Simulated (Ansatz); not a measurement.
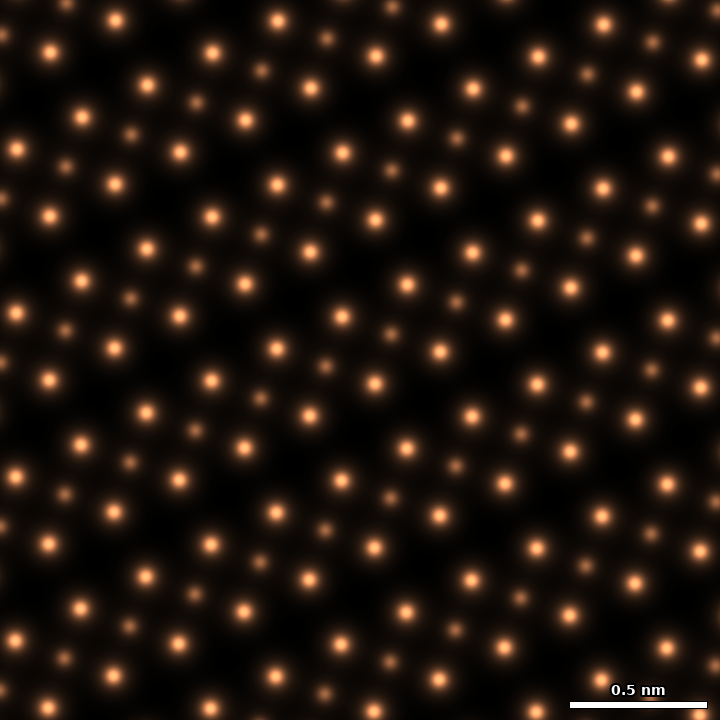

Map of the projected electrostatic potential of Ge. Computed as the sum of neutral-atom potentials (tabulated electron scattering factors, B = 0.8 Å²) projected along the beam and smoothed by 0.25 Å; brighter is more positive.

Q: Measure the repeat of the pattern.

A: The pattern repeats on a rectangular net of 2.7 × 5.4 Å.

Q: Which plane group does this projection have?

A: p2mm: mirror lines in two perpendicular directions, with twofold points where they cross.

Q: How many columns does the smallest repeating cell hold, and how many levels of brightness?

A: 3 columns in the primitive cell of 14.5 Å², with 2 levels of brightness (about 100, 50 % of the brightest, counted from the darkest point).

The crystal is Ge (Cmmm, No. 65) seen along [010]. Model: the end point of a relaxation with DFT PBE, scalar-relativistic, plane waves, PAW (Ansatz 0.2.0); the starting structure was generated, so it need not be a known form of this composition.
